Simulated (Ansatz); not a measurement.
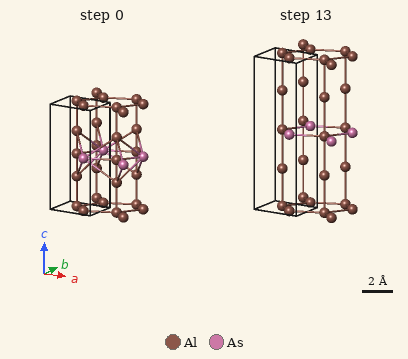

The structure of solid Al$_{5}$As (a generated structure, set up in P-6m2) (coarse preliminary run) before (left) and after (right) a relaxation, at one scale.

The picture is a ball-and-stick view of the cell of the calculation, repeated 2 × 2 × 1 with one cell outlined, seen slightly off an axis.

Method: DFT PBE, scalar-relativistic, plane waves, PAW in Ansatz. Settings: plane-wave cutoff 420 eV; k-point mesh 6 × 6 × 4; occupations gaussian; smearing width 0.1 eV; no spin polarisation; cell and atoms relaxed; force threshold 0.04 eV/Å; at most 70 steps.

What changed between the two?

After 11 accepted moves (13 points after the start) the energy has fallen by 23.379 eV per cell of the calculation. Largest force component: 26 eV/Å at the start, 0.0047 eV/Å at the end. The pressure goes from 79.28 to −0.14 GPa. At 2 points the geometry stayed and the basis and grid were re-selected for the new cell (energy shift of 0.400 eV per cell of the calculation at most each time). The largest moves relative to the cell, 0.41 Å, are those of Al atoms. As stays in place. The volume changes by +62.2 %, with a = b 4.086 → 4.317 Å (+5.6 %), c 7.139 → 10.377 Å (+45.3 %). Among the contacts that change: Al–Al 1.540 → 2.653 Å, Al–As 2.817 → 3.640 Å, Al–Al 2.030 → 2.536 Å, Al–Al 2.359 → 2.492 Å. The space group stays P-6m2 (No. 187).
